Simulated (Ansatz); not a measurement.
# Geometry relaxation, with input and output: GeSe (part 2 of 2)

Continued. System: GeSe (Pnma, 8 atoms in the cell). Method: DFT PBEsol, scalar-relativistic, plane waves, PAW, no spin polarisation (Ansatz 0.2.0); cutoff 420 eV, 4×10×8 k-mesh, Gaussian smearing of 0.02 eV. The structure derives from an entry of the Crystallography Open Database.

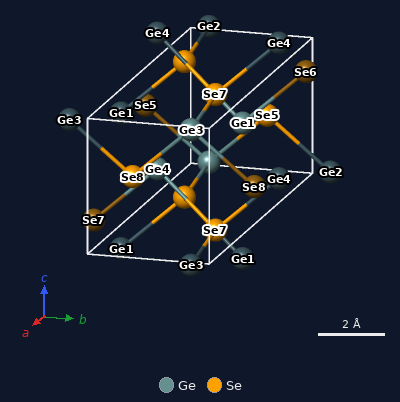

*The geometry at step 3 of the log (ball-and-stick view of the cell of the calculation, seen slightly off an axis; neighbours outside the cell are drawn fainter; atoms are numbered from 1 in the order of the input).*

## Output, continued
```
--- Forces (eV/Å), atoms counted from 1 ---
  atom   1  Ge     0.00011704    -0.00000000     0.00187646
  atom   2  Ge    -0.00011704    -0.00000000     0.00187646
  atom   3  Ge     0.00011704     0.00000000    -0.00187646
  atom   4  Ge    -0.00011704     0.00000000    -0.00187646
  atom   5  Se     0.00112732     0.00000000    -0.00186386
  atom   6  Se    -0.00112732     0.00000000    -0.00186386
  atom   7  Se     0.00112732    -0.00000000     0.00186386
  atom   8  Se    -0.00112732    -0.00000000     0.00186386
  max |Σ_I F_I| component: 8.67e-19 eV/Å
--- Stress (GPa, compression-positive) ---
       -0.003961       0.000000       0.000000
        0.000000      -0.033300      -0.000000
        0.000000      -0.000000      -0.005000
  P = ⅓ Tr σ = -0.0141 GPa (-0.141 kbar)
--- Band table (eV; the first three rows and the last of 90) ---
  k-point 0: bands = ["-38.5802", "-38.5800", "-38.5800", "-38.5798", "-38.5787", "-38.5785", "-38.5783", "-38.5782", "-38.5493", "-38.5490", "-38.5489", "-38.5486", "-38.5477", "-38.5475", "-38.5474", "-38.5471", "-38.5377", "-38.5375", "-38.5371", "-38.5369", "-15.4729", "-15.4693", "-15.4681", "-15.4675", "-15.4666", "-15.4659", "-15.4655", "-15.4646", "-15.4453", "-15.4445", "-15.4414", "-15.4390", "-15.4390", "-15.4385", "-15.4228", "-15.4220", "-15.4205", "-15.4194", "-15.4189", "-15.4173", "-5.6016", "-5.1217", "-4.2144", "-3.4437", "1.0269", "1.7791", "3.0694", "3.6384", "3.6392", "5.2936", "5.3692", "5.4879", "5.6589", "6.0601", "6.7811", "7.2342", "7.6592", "7.9304", "8.2630", "8.8333", "9.6097", "11.8360", "11.8383", "11.8407", "12.1855", "12.6935", "12.6999", "13.5455", "14.0062", "14.3096", "14.8357", "15.2410"]
  k-point 1: bands = ["-38.5802", "-38.5800", "-38.5800", "-38.5799", "-38.5787", "-38.5785", "-38.5783", "-38.5782", "-38.5493", "-38.5490", "-38.5489", "-38.5486", "-38.5477", "-38.5475", "-38.5474", "-38.5471", "-38.5377", "-38.5375", "-38.5371", "-38.5370", "-15.4726", "-15.4691", "-15.4683", "-15.4676", "-15.4669", "-15.4660", "-15.4656", "-15.4648", "-15.4448", "-15.4438", "-15.4413", "-15.4391", "-15.4387", "-15.4387", "-15.4228", "-15.4219", "-15.4203", "-15.4197", "-15.4190", "-15.4175", "-5.5187", "-5.0441", "-4.1945", "-3.4645", "0.7043", "1.6677", "2.6565", "3.2267", "3.6645", "5.3728", "5.5898", "5.8226", "6.1534", "6.1884", "6.8410", "7.3960", "7.6773", "8.0311", "8.2289", "8.8398", "9.6113", "11.4380", "11.8533", "11.9766", "12.0947", "12.2027", "13.0004", "13.2084", "13.5063", "14.1751", "14.5454", "14.8123"]
  k-point 2: bands = ["-38.5802", "-38.5800", "-38.5800", "-38.5799", "-38.5786", "-38.5785", "-38.5783", "-38.5782", "-38.5492", "-38.5490", "-38.5489", "-38.5486", "-38.5477", "-38.5475", "-38.5473", "-38.5472", "-38.5376", "-38.5374", "-38.5372", "-38.5370", "-15.4719", "-15.4688", "-15.4686", "-15.4680", "-15.4677", "-15.4661", "-15.4658", "-15.4652", "-15.4435", "-15.4421", "-15.4411", "-15.4391", "-15.4391", "-15.4383", "-15.4228", "-15.4216", "-15.4204", "-15.4200", "-15.4194", "-15.4179", "-5.2815", "-4.8216", "-4.1769", "-3.5563", "0.1639", "1.3956", "1.6252", "2.7144", "3.8002", "5.7683", "5.8833", "6.4190", "6.4954", "6.8952", "6.9757", "7.6088", "7.6785", "8.0061", "8.7001", "8.8763", "9.8842", "10.5656", "11.1776", "11.3564", "11.7770", "12.4493", "12.4763", "12.5360", "13.4433", "13.5765", "13.8949", "14.8014"]
  k-point 89: bands = ["-38.5802", "-38.5802", "-38.5802", "-38.5802", "-38.5780", "-38.5780", "-38.5780", "-38.5780", "-38.5489", "-38.5489", "-38.5489", "-38.5489", "-38.5475", "-38.5475", "-38.5475", "-38.5475", "-38.5372", "-38.5372", "-38.5372", "-38.5372", "-15.4743", "-15.4743", "-15.4743", "-15.4743", "-15.4607", "-15.4607", "-15.4607", "-15.4607", "-15.4429", "-15.4429", "-15.4429", "-15.4429", "-15.4315", "-15.4315", "-15.4315", "-15.4315", "-15.4162", "-15.4162", "-15.4162", "-15.4162", "-3.7208", "-3.7208", "-3.7208", "-3.7208", "1.0986", "1.0986", "1.0986", "1.0986", "3.9849", "3.9849", "3.9849", "3.9849", "4.8572", "4.8572", "4.8572", "4.8572", "7.5415", "7.5415", "7.5415", "7.5415", "11.5479", "11.5479", "11.5479", "11.5479", "14.3189", "14.3189", "14.3189", "14.3189", "16.1521", "16.1521", "16.1521", "16.1521"]
--- Relaxed structure (3 steps of the walk, 3 accepted, 1 SCFs on fresh bases) ---
  F+E_penalty+E_count = -38712.67944968 eV   max|allowed force component| = 1.876e-3 eV/Å   (the final SCF, on the basis selected at the relaxed cell)
  cell:  # Å, volume = 176.1817 Å³
    - [10.711487931665829, 0.0, 0.0]
    - [0.0, 3.8543821066662187, 0.0]
    - [0.0, 0.0, 4.267330951609498]
  atoms:
    - { symbol: Ge, position: [0.3807263859310433, 0.7500000000000001, 0.6069329028006745] }
    - { symbol: Ge, position: [0.11927361406895667, 0.25000000000000006, 0.10693290280067427] }
    - { symbol: Ge, position: [0.8807263859310434, 0.7500000000000001, 0.8930670971993258] }
    - { symbol: Ge, position: [0.6192736140689566, 0.25000000000000006, 0.3930670971993258] }
    - { symbol: Se, position: [0.14421506410397802, 0.7500000000000001, 0.5061952200669109] }
    - { symbol: Se, position: [0.35578493589602195, 0.25000000000000006, 1.0061952200669109] }
    - { symbol: Se, position: [0.644215064103978, 0.7500000000000001, -0.006195220066910713] }
    - { symbol: Se, position: [0.8557849358960219, 0.25000000000000006, 0.4938047799330893] }
```

## Trajectory as extended XYZ (Å, eV, eV/Å), 4 frames, from step=1 to step=4
```
8
Lattice="10.7140 0.0000 0.0000 0.0000 3.8538 0.0000 0.0000 0.0000 4.2617" Properties=species:S:1:pos:R:3:forces:R:3 step=1 energy=-38712.67939 pressure_GPa=0.02
Ge    4.0794    2.8904    2.5839   -0.0024   0.0000   0.0025
Ge    1.2776    0.9635    0.4530    0.0024   0.0000   0.0025
Ge    9.4364    2.8904    3.8087   -0.0024   0.0000  -0.0025
Ge    6.6346    0.9635    1.6778    0.0024   0.0000  -0.0025
Se    1.5452    2.8904    2.1569    0.0016   0.0000  -0.0010
Se    3.8118    0.9635    4.2878   -0.0016   0.0000  -0.0010
Se    6.9022    2.8904   -0.0261    0.0016   0.0000   0.0010
Se    9.1687    0.9635    2.1048   -0.0016   0.0000   0.0010
8
Lattice="10.7141 0.0000 0.0000 0.0000 3.8555 0.0000 0.0000 0.0000 4.2683" Properties=species:S:1:pos:R:3:forces:R:3 step=2 energy=-38712.67935 pressure_GPa=-0.03
Ge    4.0786    2.8916    2.5950    0.0032   0.0000  -0.0005
Ge    1.2785    0.9639    0.4608   -0.0032   0.0000  -0.0005
Ge    9.4356    2.8916    3.8074    0.0032   0.0000   0.0005
Ge    6.6356    0.9639    1.6733   -0.0032   0.0000   0.0005
Se    1.5455    2.8916    2.1642   -0.0031   0.0000  -0.0037
Se    3.8116    0.9639    4.2983    0.0031   0.0000  -0.0037
Se    6.9026    2.8916   -0.0301   -0.0031   0.0000   0.0037
Se    9.1686    0.9639    2.1041    0.0031   0.0000   0.0037
8
Lattice="10.7115 0.0000 0.0000 0.0000 3.8544 0.0000 0.0000 0.0000 4.2673" Properties=species:S:1:pos:R:3:forces:R:3 step=3 energy=-38712.67942 pressure_GPa=-0.01
Ge    4.0781    2.8908    2.5900    0.0001   0.0000   0.0019
Ge    1.2776    0.9636    0.4563   -0.0001   0.0000   0.0019
Ge    9.4339    2.8908    3.8110    0.0001   0.0000  -0.0019
Ge    6.6333    0.9636    1.6773   -0.0001   0.0000  -0.0019
Se    1.5448    2.8908    2.1601    0.0011   0.0000  -0.0019
Se    3.8110    0.9636    4.2938   -0.0011   0.0000  -0.0019
Se    6.9005    2.8908   -0.0264    0.0011   0.0000   0.0019
Se    9.1667    0.9636    2.1072   -0.0011   0.0000   0.0019
8
Lattice="10.7115 0.0000 0.0000 0.0000 3.8544 0.0000 0.0000 0.0000 4.2673" Properties=species:S:1:pos:R:3:forces:R:3 step=4 energy=-38712.67945 pressure_GPa=-0.01
Ge    4.0781    2.8908    2.5900    0.0001   0.0000   0.0019
Ge    1.2776    0.9636    0.4563   -0.0001   0.0000   0.0019
Ge    9.4339    2.8908    3.8110    0.0001   0.0000  -0.0019
Ge    6.6333    0.9636    1.6773   -0.0001   0.0000  -0.0019
Se    1.5448    2.8908    2.1601    0.0011   0.0000  -0.0019
Se    3.8110    0.9636    4.2938   -0.0011   0.0000  -0.0019
Se    6.9005    2.8908   -0.0264    0.0011   0.0000   0.0019
Se    9.1667    0.9636    2.1072   -0.0011   0.0000   0.0019
```

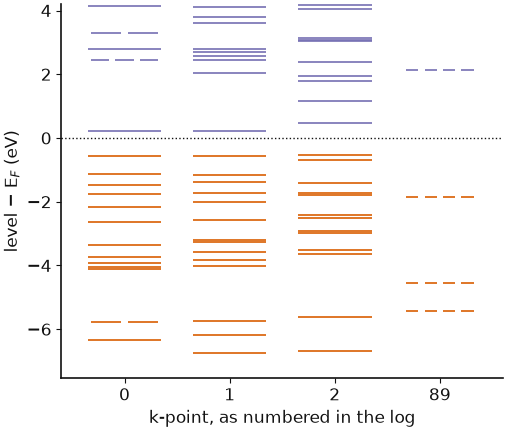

*Kohn–Sham levels near the Fermi level (dotted) at the few k-points that the log prints; levels within 0.02 eV of each other stand side by side.*

Among these points the highest filled and lowest empty levels are 0.73 eV apart; the gap on the full mesh, 0.41 eV, has an edge at a point that isn't printed.

The run was set up as follows.

## Input
```yaml
crystal:
  lattice:
    - [10.7139954203, 0.0, 0.0]
    - [0.0, 3.8538291637, 0.0]
    - [0.0, 0.0, 4.2617072881]
  atoms:
    - { symbol: Ge, position: [0.3807503635, 0.75, 0.6063022351] }
    - { symbol: Ge, position: [0.1192496365, 0.25, 0.1063022351] }
    - { symbol: Ge, position: [0.8807503635, 0.75, 0.8936977649] }
    - { symbol: Ge, position: [0.6192496365, 0.25, 0.3936977649] }
    - { symbol: Se, position: [0.1442268889, 0.75, 0.5061158863] }
    - { symbol: Se, position: [0.3557731111, 0.25, 1.0061158863] }
    - { symbol: Se, position: [0.6442268889, 0.75, -0.0061158863] }
    - { symbol: Se, position: [0.8557731111, 0.25, 0.4938841137] }
basis:
  ecutwfc: 420
kpoints:
  mp_grid: { grid: [4, 10, 8] }
hamiltonian:
  xc: pbesol
scf:
  occupations: { method: gaussian, width: 0.02 }
output:
  forces: true
  stress: true
  eigenvalues: true
relax:
  adjacent_minimum: "off"
  f_tol: 0.005
  max_steps: 80
  cell: { stress_tol: 0.05 }
```

Command:
```bash
ansatz run input.yaml --threads 2 --pin off --max-ram 5120MiB --backend cpu --events-out ev --progress --plain --runs-dir out
```

## Key numbers

```json
{"quantity": "outcome", "value": "converged"}
{"quantity": "space group (tolerance 0.01 Å)", "value": "Pnma (62)"}
{"quantity": "electrons treated", "value": "120"}
{"quantity": "free energy", "value": "−38712.6794 eV"}
{"quantity": "Fermi energy", "value": "9.403 eV"}
{"quantity": "gap on the k-point mesh", "value": "0.41 eV"}
{"quantity": "pressure", "value": "−0.01 GPa"}
{"quantity": "final volume", "value": "176.18 Å³"}
{"quantity": "largest force (length of the vector) at the end", "value": "0.002 eV/Å"}
{"quantity": "final cell", "value": "a = 10.711 Å, b = 3.854 Å, c = 4.267 Å, α = 90.00°, β = 90.00°, γ = 90.00°"}
{"quantity": "hardware", "value": "2 threads of Arm Neoverse V2, 24 GiB of memory available, shared host"}
{"quantity": "wall time", "value": "2.8 min (CPU time 5.5 min)"}
{"quantity": "peak memory", "value": "1 GiB"}
```
